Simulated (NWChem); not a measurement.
# One shape, several levels: C4H6 (cyclobutene)

We compute a comparison of 6 runs (HF/pcseg-0, HF/cc-pVDZ, HF/pcseg-1, HF/jun-cc-pV(D+d)Z, HF/aug-cc-pVDZ, HF/pcseg-2) of C4H6 (cyclobutene). 

The calculation is run with NWChem 7.3.0.

### 1 The system as given

The species is C4H6 (10 atoms), meant as a singlet with charge 0. SMILES: `C1=CCC1`. The shape is that of a PBE0-D4/def2-TZVP optimisation.

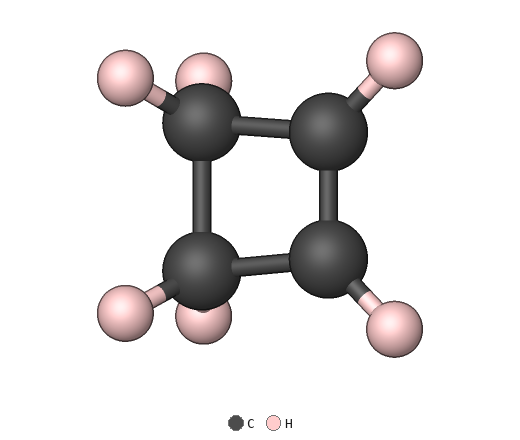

Viewed from a chosen angle; carbon dark grey, hydrogen pink.

### 2 Energy and forces at HF/pcseg-0 (run 1)

File c4h6.nw:

```
start c4h6
memory 2200 mb

geometry noautosym nocenter noautoz
C    -0.330000    1.010500   -0.386400
C    -1.095000    0.121800    0.249600
C     0.015700   -0.884200    0.415100
C     0.909300    0.154000   -0.327900
H    -0.516400    1.994800   -0.800900
H    -2.137500    0.111500    0.547000
H    -0.118800   -1.833400   -0.110700
H     0.317500   -1.095900    1.444600
H     1.737300    0.553600    0.264000
H     1.301000   -0.184000   -1.291300
end

basis spherical bse
* library pcseg-0
end

scf
thresh 1e-08
maxiter 80
print low
end

task scf gradient
```

The run is started by

```console
$ nwchem c4h6.nw > c4h6.out
```

The program printed:

```text
[...]
  functions       =    48
[...]
  wavefunction    = RHF
[...]
         Total SCF energy =   -154.448097961336
      One-electron energy =   -431.701100494602
      Two-electron energy =    163.558058540108
 Nuclear repulsion energy =    113.694943993158
        Time for solution =      0.9s
[...]
                         RHF ENERGY GRADIENTS
    atom               coordinates                        gradient
                 x          y          z           x          y          z
   1 C      -0.623610   1.909568  -0.730190    0.021320  -0.016013   0.001624
   2 C      -2.069250   0.230169   0.471676    0.020379  -0.017040   0.002349
   3 C       0.029669  -1.670896   0.784425   -0.003698   0.033915  -0.015109
   4 C       1.718328   0.291018  -0.619641   -0.035462  -0.002893   0.011378
   5 H      -0.975855   3.769625  -1.513482   -0.000708   0.007064  -0.003154
   6 H      -4.039289   0.210704   1.033680   -0.007349  -0.000669   0.002385
   7 H      -0.224499  -3.464624  -0.209193   -0.000834  -0.004243  -0.003123
   8 H       0.599988  -2.070951   2.729898    0.001499  -0.000352   0.005180
   9 H       3.283021   1.046152   0.498888    0.003576   0.002089   0.003396
  10 H       2.458534  -0.347710  -2.440203    0.001277  -0.001857  -0.004924
[...]
```

It took 1.6 s on 1 thread of AMD EPYC 9R45 (Zen 5), shared host; peak memory 0.098 GiB.

### 3 Energy and one-electron properties at HF/cc-pVDZ (run 2)

File m1.nw:

```
start m1
title "C4H6"
memory total 2200 mb

geometry noautosym nocenter noautoz
   C     -0.330000     1.010500    -0.386400
   C     -1.095000     0.121800     0.249600
   C      0.015700    -0.884200     0.415100
   C      0.909300     0.154000    -0.327900
   H     -0.516400     1.994800    -0.800900
   H     -2.137500     0.111500     0.547000
   H     -0.118800    -1.833400    -0.110700
   H      0.317500    -1.095900     1.444600
   H      1.737300     0.553600     0.264000
   H      1.301000    -0.184000    -1.291300
end

basis "ao basis" spherical bse
   * library cc-pVDZ
end

scf
   thresh 1e-08
   maxiter 80
   noprint "final vectors analysis"
end

property
   dipole
   quadrupole
   mulliken
end

task scf property
```

The run is started by

```console
$ nwchem m1.nw > m1.out
```

The program printed:

```text
[...]
  functions       =    86
[...]
  wavefunction    = RHF
[...]
         Total SCF energy =   -154.912116371152
      One-electron energy =   -432.926645056866
      Two-electron energy =    164.319584692557
 Nuclear repulsion energy =    113.694943993158
        Time for solution =     12.1s
[...]
   Dipole moment        0.0507276938 Debye(s)
             DMX        0.0396286977 DMXEFC        0.0000000000
             DMY       -0.0314368263 DMYEFC        0.0000000000
             DMZ        0.0038198407 DMZEFC        0.0000000000
   -EFC- dipole         0.0000000000 DEBYE(S)
   Total dipole         0.0507276938 DEBYE(S)
[...]
```

It took 13 s on 1 thread of AMD EPYC 9R45 (Zen 5), shared host; peak memory 0.099 GiB.

Atomic charges (e):

```tsv
atom	Mulliken
C1	-0.093
C2	-0.093
C3	+0.007
C4	+0.007
H5	+0.010
H6	+0.010
H7	+0.038
H8	+0.038
H9	+0.038
H10	+0.038
```

Runs 3 to 5 aren't shown in full; the table further down has their settings and results.

### 4 Energy and forces at HF/pcseg-2 (run 6)

File mymol.nw:

```
start mymol
title "C4H6 gradient"
memory total 2200 mb

geometry units au noautosym nocenter noautoz
  C   -0.62360962   1.90956825  -0.73019017
  C   -2.06925011   0.23016864   0.47167564
  C    0.02966870  -1.67089584   0.78442531
  C    1.71832797   0.29101782  -0.61964120
  H   -0.97585457   3.76962567  -1.51348165
  H   -4.03928959   0.21070446   1.03368019
  H   -0.22449946  -3.46462388  -0.20919268
  H    0.59998804  -2.07095086   2.72989836
  H    3.28302120   1.04615238   0.49888770
  H    2.45853369  -0.34770961  -2.44020334
end

basis spherical bse
  * library pcseg-2
end

scf
  thresh 1e-08
  maxiter 80
  noprint "final vectors analysis"
end

task scf gradient
```

The run is started by

```console
$ nwchem mymol.nw > mymol.out
```

The program printed:

```text
[...]
  functions       =   204
[...]
  wavefunction    = RHF
[...]
         Total SCF energy =   -154.947634308737
      One-electron energy =   -433.042499956352
      Two-electron energy =    164.399929885321
 Nuclear repulsion energy =    113.694935762293
        Time for solution =     80.9s
[...]
                         RHF ENERGY GRADIENTS
    atom               coordinates                        gradient
                 x          y          z           x          y          z
   1 C      -0.623610   1.909568  -0.730190    0.013881   0.002750  -0.005188
   2 C      -2.069250   0.230169   0.471676   -0.000232  -0.013572   0.006487
   3 C       0.029669  -1.670896   0.784425   -0.003028   0.009429  -0.003684
   4 C       1.718328   0.291018  -0.619641   -0.010279   0.001105   0.002416
   5 H      -0.975855   3.769626  -1.513482   -0.001185   0.007670  -0.003307
   6 H      -4.039290   0.210704   1.033680   -0.008061  -0.000334   0.002425
   7 H      -0.224499  -3.464624  -0.209193   -0.000760  -0.005936  -0.003421
   8 H       0.599988  -2.070951   2.729898    0.002037  -0.001258   0.006536
   9 H       3.283021   1.046152   0.498888    0.005196   0.002439   0.003855
  10 H       2.458534  -0.347710  -2.440203    0.002431  -0.002292  -0.006119
[...]
```

Run time: 1.7 min. Hardware: 1 thread of AMD EPYC 9R45 (Zen 5), shared host; peak memory 0.12 GiB.

### 5 All runs side by side

```tsv
run	level	task	energy (Eh)	wall time
1	HF/pcseg-0	gradient	-154.448098	1.6 s
2	HF/cc-pVDZ	properties	-154.912116	13 s
3	HF/pcseg-1	gradient	-154.854714	7.2 s
4	HF/jun-cc-pV(D+d)Z	properties	-154.913743	19 s
5	HF/aug-cc-pVDZ	properties	-154.917217	45 s
6	HF/pcseg-2	gradient	-154.947634	1.7 min
```

### 6 Outcome

| quantity | value |
| --- | --- |
| run 6: total energy | -154.94763 Eh |
| run 6: dipole moment | 0.10 D |
| run 6: largest force on an atom | 0.775 eV/Å |

What this shows: Over runs 2, 4, 5, 6 the dipole moment (its size) runs from 0.05 D (HF/cc-pVDZ) to 0.13 D (HF/jun-cc-pV(D+d)Z). All runs together took 3.1 min, the longest 1.7 min.
